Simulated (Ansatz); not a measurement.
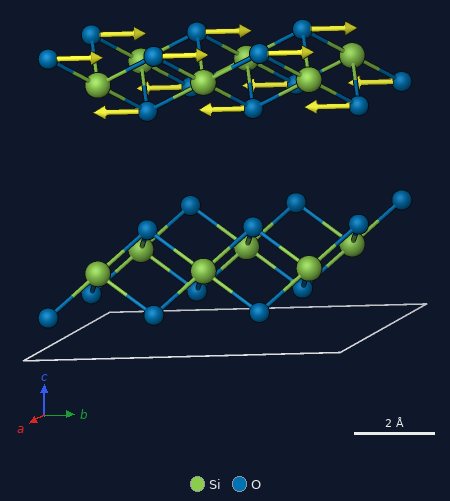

One vibrational mode of a free-standing layer of SiO2 (a generated structure) at the zone centre. Displacements are drawn as yellow arrows; their common scale and sign are arbitrary. Style: ball-and-stick. Shown: the 2 × 3 repeat of the cell, outlined in the plane, without the vacuum, slightly off an axis.

Method: DFT PBE+D3(BJ), scalar-relativistic, plane waves, PAW in Ansatz.

The input:
```yaml
crystal:
  lattice:
    - [2.6863137216, -0.0668480305, 0.0]
    - [-1.2852690973, 2.3598375829, 0.0]
    - [0.0, 0.0, 37.22315716]
  atoms:
    - { symbol: Si, position: [0.4999999826, 0.5000000174, 0.2158730477] }
    - { symbol: Si, position: [0.4999999826, 0.5000000174, 0.3482918863] }
    - { symbol: O, position: [0.1666665438, 0.8333334562, 0.2404977056] }
    - { symbol: O, position: [0.8333334736, 0.1666665264, 0.1912172437] }
    - { symbol: O, position: [0.8333334736, 0.1666665264, 0.3729476903] }
    - { symbol: O, position: [0.1666665438, 0.8333334562, 0.3236672284] }
  periodic: [true, true, false]
basis:
  ecutwfc: 420
kpoints:
  mp_grid: { grid: [12, 12, 1] }
hamiltonian:
  xc: pbe
  dispersion: d3bj
scf:
  occupations: { method: fixed }
output:
  eigenvalues: true
phonons:
  method: dfpt
  eigenvectors: true
```

Launched with:
```bash
ansatz run input.yaml --threads 1 --pin off --max-ram 2560MiB --backend cpu --events-out ev --progress --plain --runs-dir out
```

Frequencies are those without the non-analytic (LO–TO) term.

Q: Describe the mode and give its frequency.

A: This is a 4-fold mode (one member of the set is drawn) at 16.0 THz, optical level 3 of 7, counted from below (1 lower level is imaginary, so the structure is unstable). The Si atoms hardly move; all motion is along b of the drawn cell.
